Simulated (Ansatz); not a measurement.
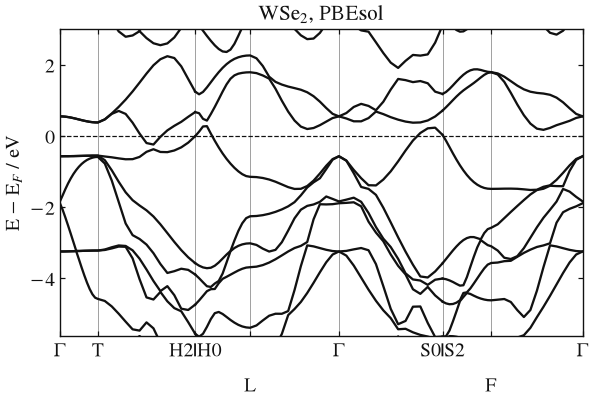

Band structure of WSe2, space group R-3m, 3 atoms in the cell, CdCl2 type. Level of theory: DFT PBEsol, scalar-relativistic, plane waves, PAW, spin-polarised, 12×12×12 k mesh, 420 eV cutoff, Gaussian smearing of 0.05 eV; code Ansatz 0.2.0. Energies are counted from the Fermi level.

A metal: 2 bands cross the Fermi level along this path. The last band that the electron count would fill rises to 0.28 eV above the Fermi level between H0 and L, leaving holes there, and the next band dips to 0.24 eV below it between T and H2, holding electrons: an overlap of 0.52 eV. At L the nearest levels lie 1.14 eV below and 1.79 eV above the Fermi level.

The structure was built from a prototype or by substitution, so it need not be a known phase. Some starting moments didn't survive the run. Spin-orbit coupling is left out, which matters for W.
